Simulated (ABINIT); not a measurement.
**Geometry relaxation of AlN (part 3 of 4)**

AlN (P6₃mc, 4 atoms in the cell); Kohn-Sham DFT of a periodic cell, PBE, PseudoDojo NC SR PBE v0.4.1 standard, no spin polarisation (ABINIT 10.8.3); cutoff 1142.88 eV, 8×8×4 k-mesh, fermi-dirac of 0.05 eV. The structure derives from an entry of the Crystallography Open Database.

Geometry of the input (Å; fractional positions):
```
3.1130  0.0000  0.0000
-1.5565  2.6959  0.0000
0.0000  0.0000  4.9810
Al 0.3333  0.6667  0.0000
Al 0.6667  0.3333  0.5000
N  0.3333  0.6667  0.3800
N  0.6667  0.3333  0.8800
```

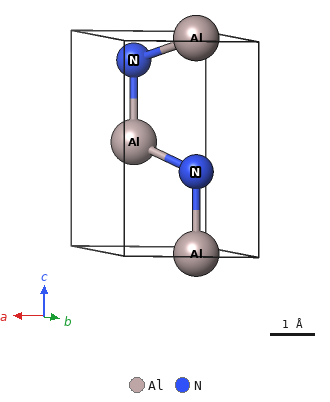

The structure as given in the input (ball-and-stick view of the cell of the calculation, seen at an oblique angle).

Log, continued
```
 Cartesian coordinates (xcart) [bohr]
 -3.29104234291690E-18  3.41275830469877E+00 -6.60898189317585E-03
  2.95553538879234E+00  1.70637915234938E+00  4.73435680861026E+00
 -3.29104234291690E-18  3.41275830469877E+00  3.60974298267579E+00
  2.95553538879234E+00  1.70637915234938E+00  8.35070877317922E+00
 Reduced coordinates (xred)
  3.33333333333333E-01  6.66666666666667E-01 -6.97007971077772E-04
  6.66666666666667E-01  3.33333333333333E-01  4.99302992028922E-01
  3.33333333333333E-01  6.66666666666667E-01  3.80697007971078E-01
  6.66666666666667E-01  3.33333333333333E-01  8.80697007971078E-01
 Cartesian forces (fcart) [Ha/bohr]; max,rms= 2.32054E-05 1.33977E-05 (free atoms)
 -0.00000000000000E+00 -0.00000000000000E+00 -2.32054413215952E-05
 -0.00000000000000E+00 -0.00000000000000E+00 -2.32054413215952E-05
 -0.00000000000000E+00 -0.00000000000000E+00  2.32054413215952E-05
 -0.00000000000000E+00 -0.00000000000000E+00  2.32054413215952E-05
 Gradient of E wrt nuclear positions in reduced coordinates (gred)
  0.00000000000000E+00  0.00000000000000E+00  2.20032406918435E-04
  0.00000000000000E+00  0.00000000000000E+00  2.20032406918435E-04
  0.00000000000000E+00 -0.00000000000000E+00 -2.20032406918435E-04
  0.00000000000000E+00 -0.00000000000000E+00 -2.20032406918435E-04
 Scale of Primitive Cell (acell) [bohr]
  5.91107077758467E+00  5.91107077766434E+00  9.48193158100687E+00
 Real space primitive translations (rprimd) [bohr]
  5.91107077758467E+00  0.00000000000000E+00  0.00000000000000E+00
 -2.95553538879234E+00  5.11913745704815E+00  0.00000000000000E+00
  0.00000000000000E+00  0.00000000000000E+00  9.48193158100687E+00
 Unitary Cell Volume (ucvol) [Bohr^3]=  2.86919303534390E+02
 Angles (23,13,12)= [degrees]
  9.00000000000000E+01  9.00000000000000E+01  1.19999999999554E+02
 Lengths [Bohr]
  5.91107077758467E+00  5.91107077766433E+00  9.48193158100687E+00
 Stress tensor in cartesian coordinates (strten) [Ha/bohr^3]
 -9.37877138983308E-07  0.00000000000000E+00  0.00000000000000E+00
  0.00000000000000E+00 -9.37877268740624E-07  0.00000000000000E+00
  0.00000000000000E+00  0.00000000000000E+00  4.94131753346269E-06
 Total energy (etotal) [Ha]= -2.55887650096579E+01

 Difference of energy with previous step (new-old):
           Absolute (Ha)=-1.10391E-06
           Relative     =-4.31405E-08

--- Iteration: ( 6/50) Internal Cycle: (1/1)
--------------------------------------------------------------------------------

---SELF-CONSISTENT-FIELD CONVERGENCE--------------------------------------------

--- !BeginCycle
iteration_state: {dtset: 1, itime: 6, icycle: 1, }
solver: {iscf: 7, nstep: 80, nline: 4, wfoptalg: 0, }
tolerances: {tolvrs: 1.00E-12, }
...

     iter   Etot(hartree)      deltaE(h)  residm     vres2
 ETOT  1  -25.588764240356    -2.559E+01 3.095E-02 7.481E-03
 ETOT  2  -25.588764977089    -7.367E-07 2.793E-06 1.489E-03
 ETOT  3  -25.588765247721    -2.706E-07 1.854E-08 2.553E-04
 ETOT  4  -25.588765300206    -5.249E-08 1.085E-08 1.522E-06
 ETOT  5  -25.588765300336    -1.294E-10 1.837E-08 2.914E-08
 ETOT  6  -25.588765300337    -1.194E-12 7.772E-10 4.178E-10
 ETOT  7  -25.588765300337    -4.263E-13 3.348E-10 4.382E-12
 ETOT  8  -25.588765300337     5.329E-13 3.455E-11 8.012E-14

 At SCF step    8       vres2   =  8.01E-14 < tolvrs=  1.00E-12 =>converged.

 Cartesian components of stress tensor (hartree/bohr^3)
  sigma(1 1)= -1.18620657E-06  sigma(3 2)=  0.00000000E+00
  sigma(2 2)= -1.18620670E-06  sigma(3 1)=  0.00000000E+00
  sigma(3 3)=  3.20984285E-06  sigma(2 1)=  0.00000000E+00

--- !ResultsGS
iteration_state: {dtset: 1, itime: 6, icycle: 1, }
comment   : Summary of ground state results
lattice_vectors:
- [  5.9113736,   0.0000000,   0.0000000, ]
- [ -2.9556868,   5.1193997,   0.0000000, ]
- [  0.0000000,   0.0000000,   9.4797013, ]
lattice_lengths: [   5.91137,    5.91137,    9.47970, ]
lattice_angles: [ 90.000,  90.000, 120.000, ] # degrees, (23, 13, 12)
lattice_volume:   2.8688121E+02
convergence: {deltae:  5.329E-13, res2:  8.012E-14, residm:  3.455E-11, diffor: null, }
etotal    :  -2.55887653E+01
entropy   :   0.00000000E+00
fermie    :   2.50990954E-01
cartesian_stress_tensor: # hartree/bohr^3
- [ -1.18620657E-06,   0.00000000E+00,   0.00000000E+00, ]
- [  0.00000000E+00,  -1.18620670E-06,   0.00000000E+00, ]
- [  0.00000000E+00,   0.00000000E+00,   3.20984285E-06, ]
pressure_GPa:  -8.2127E-03
xred      :
- [  3.3333E-01,   6.6667E-01,  -7.4955E-04, Al]
- [  6.6667E-01,   3.3333E-01,   4.9925E-01, Al]
- [  3.3333E-01,   6.6667E-01,   3.8075E-01,  N]
- [  6.6667E-01,   3.3333E-01,   8.8075E-01,  N]
cartesian_forces: # hartree/bohr
- [ -1.82200985E-28,  -1.05193788E-28,   3.94015842E-05, ]
- [  1.82200985E-28,   1.05193788E-28,   3.94015842E-05, ]
- [  3.64401971E-28,   2.10387576E-28,  -3.94015842E-05, ]
- [ -3.64401971E-28,  -2.10387576E-28,  -3.94015842E-05, ]
force_length_stats: {min:   3.94015842E-05, max:   3.94015842E-05, mean:   3.94015842E-05, }
...

 Integrated electronic density in atomic spheres:
 ------------------------------------------------
 Atom  Sphere_radius  Integrated_density
    1        2.00000          1.07544010
    2        2.00000          1.07544010
    3        2.00000          5.36518847
    4        2.00000          5.36518847

---OUTPUT-----------------------------------------------------------------------

 Cartesian coordinates (xcart) [bohr]
  3.66794504709716E-16  3.41293312105366E+00 -7.10554704297731E-03
  2.95568678419667E+00  1.70646656052683E+00  4.73274512773752E+00
  3.66794504709716E-16  3.41293312105366E+00  3.60939205987615E+00
  2.95568678419667E+00  1.70646656052683E+00  8.34924273465665E+00
 Reduced coordinates (xred)
  3.33333333333333E-01  6.66666666666667E-01 -7.49553892149395E-04
  6.66666666666667E-01  3.33333333333333E-01  4.99250446107851E-01
  3.33333333333333E-01  6.66666666666667E-01  3.80749553892150E-01
  6.66666666666667E-01  3.33333333333333E-01  8.80749553892149E-01
 Cartesian forces (fcart) [Ha/bohr]; max,rms= 3.94016E-05 2.27485E-05 (free atoms)
 -1.82200985405578E-28 -1.05193787968635E-28  3.94015841719873E-05
  1.82200985405578E-28  1.05193787968635E-28  3.94015841719873E-05
  3.64401970811156E-28  2.10387575937271E-28 -3.94015841719873E-05
 -3.64401970811156E-28 -2.10387575937271E-28 -3.94015841719873E-05
 Gradient of E wrt nuclear positions in reduced coordinates (gred)
  1.07705808926175E-27 -1.04026221202223E-43 -3.73515250650028E-04
 -1.07705808926175E-27  1.04026221202223E-43 -3.73515250650029E-04
 -2.15411617852351E-27  2.08052442404446E-43  3.73515250650028E-04
  2.15411617852351E-27 -2.08052442404446E-43  3.73515250650028E-04
 Scale of Primitive Cell (acell) [bohr]
  5.91137356839334E+00  5.91137356847301E+00  9.47970134956099E+00
 Real space primitive translations (rprimd) [bohr]
  5.91137356839334E+00  0.00000000000000E+00  0.00000000000000E+00
 -2.95568678419667E+00  5.11939968158049E+00  0.00000000000000E+00
  0.00000000000000E+00  0.00000000000000E+00  9.47970134956099E+00
 Unitary Cell Volume (ucvol) [Bohr^3]=  2.86881206012368E+02
 Angles (23,13,12)= [degrees]
  9.00000000000000E+01  9.00000000000000E+01  1.19999999999554E+02
 Lengths [Bohr]
  5.91137356839334E+00  5.91137356847301E+00  9.47970134956099E+00
 Stress tensor in cartesian coordinates (strten) [Ha/bohr^3]
 -1.18620657192127E-06  0.00000000000000E+00  0.00000000000000E+00
  0.00000000000000E+00 -1.18620670170591E-06  0.00000000000000E+00
  0.00000000000000E+00  0.00000000000000E+00  3.20984285068996E-06
 Total energy (etotal) [Ha]= -2.55887653003367E+01

 Difference of energy with previous step (new-old):
           Absolute (Ha)=-2.90679E-07
           Relative     =-1.13596E-08

--- Iteration: ( 7/50) Internal Cycle: (1/1)
--------------------------------------------------------------------------------

---SELF-CONSISTENT-FIELD CONVERGENCE--------------------------------------------

--- !BeginCycle
iteration_state: {dtset: 1, itime: 7, icycle: 1, }
solver: {iscf: 7, nstep: 80, nline: 4, wfoptalg: 0, }
tolerances: {tolvrs: 1.00E-12, }
...

     iter   Etot(hartree)      deltaE(h)  residm     vres2
 ETOT  1  -25.588765130326    -2.559E+01 2.618E-07 2.110E-03
 ETOT  2  -25.588765300540    -1.702E-07 7.914E-09 6.508E-04
 ETOT  3  -25.588765427577    -1.270E-07 5.551E-09 6.552E-05
 ETOT  4  -25.588765440527    -1.295E-08 2.996E-10 6.792E-07
 ETOT  5  -25.588765440582    -5.441E-11 1.325E-10 1.383E-08
 ETOT  6  -25.588765440583    -7.141E-13 1.454E-11 1.767E-10
 ETOT  7  -25.588765440583    -7.105E-15 2.071E-11 2.532E-12
 ETOT  8  -25.588765440582     4.121E-13 3.415E-12 3.434E-14

 At SCF step    8       vres2   =  3.43E-14 < tolvrs=  1.00E-12 =>converged.

 Cartesian components of stress tensor (hartree/bohr^3)
  sigma(1 1)= -6.72127281E-07  sigma(3 2)=  0.00000000E+00
  sigma(2 2)= -6.72127410E-07  sigma(3 1)=  0.00000000E+00
  sigma(3 3)=  6.49624558E-07  sigma(2 1)=  0.00000000E+00

--- !ResultsGS
iteration_state: {dtset: 1, itime: 7, icycle: 1, }
comment   : Summary of ground state results
lattice_vectors:
- [  5.9118164,   0.0000000,   0.0000000, ]
- [ -2.9559082,   5.1197832,   0.0000000, ]
- [  0.0000000,   0.0000000,   9.4773743, ]
lattice_lengths: [   5.91182,    5.91182,    9.47737, ]
lattice_angles: [ 90.000,  90.000, 120.000, ] # degrees, (23, 13, 12)
lattice_volume:   2.8685375E+02
convergence: {deltae:  4.121E-13, res2:  3.434E-14, residm:  3.415E-12, diffor: null, }
etotal    :  -2.55887654E+01
entropy   :   0.00000000E+00
fermie    :   2.50959183E-01
cartesian_stress_tensor: # hartree/bohr^3
- [ -6.72127281E-07,   0.00000000E+00,   0.00000000E+00, ]
- [  0.00000000E+00,  -6.72127410E-07,   0.00000000E+00, ]
- [  0.00000000E+00,   0.00000000E+00,   6.49624558E-07, ]
pressure_GPa:   6.8122E-03
xred      :
- [  3.3333E-01,   6.6667E-01,  -7.7591E-04, Al]
- [  6.6667E-01,   3.3333E-01,   4.9922E-01, Al]
- [  3.3333E-01,   6.6667E-01,   3.8078E-01,  N]
- [  6.6667E-01,   3.3333E-01,   8.8078E-01,  N]
cartesian_forces: # hartree/bohr
- [ -0.00000000E+00,  -0.00000000E+00,   3.21288298E-05, ]
- [ -0.00000000E+00,  -0.00000000E+00,   3.21288298E-05, ]
- [ -3.64374677E-28,  -2.10371818E-28,  -3.21288298E-05, ]
- [  3.64374677E-28,   2.10371818E-28,  -3.21288298E-05, ]
force_length_stats: {min:   3.21288298E-05, max:   3.21288298E-05, mean:   3.21288298E-05, }
...

 Integrated electronic density in atomic spheres:
 ------------------------------------------------
 Atom  Sphere_radius  Integrated_density
    1        2.00000          1.07696665
    2        2.00000          1.07696665
    3        2.00000          5.36741808
    4        2.00000          5.36741808

---OUTPUT-----------------------------------------------------------------------

 Cartesian coordinates (xcart) [bohr]
 -7.72783185219510E-17  3.41318876748682E+00 -7.35360008875477E-03
  2.95590818050217E+00  1.70659438374341E+00  4.73133354909626E+00
 -7.72783185219510E-17  3.41318876748682E+00  3.60875583346937E+00
  2.95590818050217E+00  1.70659438374341E+00  8.34744298265438E+00
 Reduced coordinates (xred)
  3.33333333333333E-01  6.66666666666667E-01 -7.75911118126830E-04
  6.66666666666667E-01  3.33333333333333E-01  4.99224088881873E-01
  3.33333333333333E-01  6.66666666666667E-01  3.80775911118127E-01
  6.66666666666667E-01  3.33333333333333E-01  8.80775911118127E-01
 Cartesian forces (fcart) [Ha/bohr]; max,rms= 3.21288E-05 1.85496E-05 (free atoms)
 -0.00000000000000E+00 -0.00000000000000E+00  3.21288298464984E-05
 -0.00000000000000E+00 -0.00000000000000E+00  3.21288298464984E-05
 -3.64374677253600E-28 -2.10371817994469E-28 -3.21288298464984E-05
  3.64374677253600E-28  2.10371817994469E-28 -3.21288298464984E-05
 Gradient of E wrt nuclear positions in reduced coordinates (gred)
  0.00000000000000E+00 -0.00000000000000E+00 -3.04496946223908E-04
  0.00000000000000E+00 -0.00000000000000E+00 -3.04496946223908E-04
  2.15411617852351E-27  1.20034389547981E-43  3.04496946223908E-04
 -2.15411617852351E-27 -1.20034389547981E-43  3.04496946223908E-04
 Scale of Primitive Cell (acell) [bohr]
  5.91181636100434E+00  5.91181636108401E+00  9.47737429837003E+00
 Real space primitive translations (rprimd) [bohr]
  5.91181636100434E+00  0.00000000000000E+00  0.00000000000000E+00
 -2.95590818050217E+00  5.11978315123023E+00  0.00000000000000E+00
  0.00000000000000E+00  0.00000000000000E+00  9.47737429837003E+00
 Unitary Cell Volume (ucvol) [Bohr^3]=  2.86853752044181E+02
 Angles (23,13,12)= [degrees]
  9.00000000000000E+01  9.00000000000000E+01  1.19999999999554E+02
 Lengths [Bohr]
  5.91181636100434E+00  5.91181636108401E+00  9.47737429837003E+00
 Stress tensor in cartesian coordinates (strten) [Ha/bohr^3]
 -6.72127280593356E-07  0.00000000000000E+00  0.00000000000000E+00
  0.00000000000000E+00 -6.72127410420928E-07  0.00000000000000E+00
  0.00000000000000E+00  0.00000000000000E+00  6.49624557896421E-07
 Total energy (etotal) [Ha]= -2.55887654405821E+01

 Difference of energy with previous step (new-old):
           Absolute (Ha)=-1.40245E-07
           Relative     =-5.48074E-09

--- Iteration: ( 8/50) Internal Cycle: (1/1)
--------------------------------------------------------------------------------

---SELF-CONSISTENT-FIELD CONVERGENCE--------------------------------------------

--- !BeginCycle
iteration_state: {dtset: 1, itime: 8, icycle: 1, }
solver: {iscf: 7, nstep: 80, nline: 4, wfoptalg: 0, }
tolerances: {tolvrs: 1.00E-12, }
...

     iter   Etot(hartree)      deltaE(h)  residm     vres2
 ETOT  1  -25.588765444301    -2.559E+01 1.268E-09 8.713E-05
 ETOT  2  -25.588765453020    -8.719E-09 9.239E-11 6.963E-06
 ETOT  3  -25.588765453939    -9.194E-10 9.567E-11 2.611E-06
 ETOT  4  -25.588765454468    -5.286E-10 1.685E-11 3.848E-08
 ETOT  5  -25.588765454474    -5.926E-12 5.323E-12 4.369E-10
 ETOT  6  -25.588765454474     2.913E-13 1.023E-12 3.429E-12
 ETOT  7  -25.588765454474    -1.990E-13 1.047E-12 2.838E-14

 At SCF step    7       vres2   =  2.84E-14 < tolvrs=  1.00E-12 =>converged.

 Cartesian components of stress tensor (hartree/bohr^3)
  sigma(1 1)= -1.85315255E-07  sigma(3 2)=  0.00000000E+00
  sigma(2 2)= -1.85315385E-07  sigma(3 1)=  0.00000000E+00
  sigma(3 3)= -5.51060968E-10  sigma(2 1)=  0.00000000E+00

--- !ResultsGS
iteration_state: {dtset: 1, itime: 8, icycle: 1, }
comment   : Summary of ground state results
lattice_vectors:
- [  5.9119896,   0.0000000,   0.0000000, ]
- [ -2.9559948,   5.1199332,   0.0000000, ]
- [  0.0000000,   0.0000000,   9.4769464, ]
lattice_lengths: [   5.91199,    5.91199,    9.47695, ]
lattice_angles: [ 90.000,  90.000, 120.000, ] # degrees, (23, 13, 12)
lattice_volume:   2.8685762E+02
convergence: {deltae: -1.990E-13, res2:  2.838E-14, residm:  1.047E-12, diffor: null, }
etotal    :  -2.55887655E+01
entropy   :   0.00000000E+00
fermie    :   2.50938261E-01
cartesian_stress_tensor: # hartree/bohr^3
- [ -1.85315255E-07,   0.00000000E+00,   0.00000000E+00, ]
- [  0.00000000E+00,  -1.85315385E-07,   0.00000000E+00, ]
- [  0.00000000E+00,   0.00000000E+00,  -5.51060968E-10, ]
pressure_GPa:   3.6402E-03
xred      :
- [  3.3333E-01,   6.6667E-01,  -7.7260E-04, Al]
- [  6.6667E-01,   3.3333E-01,   4.9923E-01, Al]
- [  3.3333E-01,   6.6667E-01,   3.8077E-01,  N]
- [  6.6667E-01,   3.3333E-01,   8.8077E-01,  N]
cartesian_forces: # hartree/bohr
- [  1.82181999E-28,   1.05182826E-28,   8.11649465E-06, ]
- [ -1.82181999E-28,  -1.05182826E-28,   8.11649465E-06, ]
- [ -0.00000000E+00,  -0.00000000E+00,  -8.11649465E-06, ]
- [ -0.00000000E+00,  -0.00000000E+00,  -8.11649465E-06, ]
force_length_stats: {min:   8.11649465E-06, max:   8.11649465E-06, mean:   8.11649465E-06, }
...

 Integrated electronic density in atomic spheres:
 ------------------------------------------------
 Atom  Sphere_radius  Integrated_density
    1        2.00000          1.07696691
    2        2.00000          1.07696691
    3        2.00000          5.36742639
    4        2.00000          5.36742639

---OUTPUT-----------------------------------------------------------------------
```
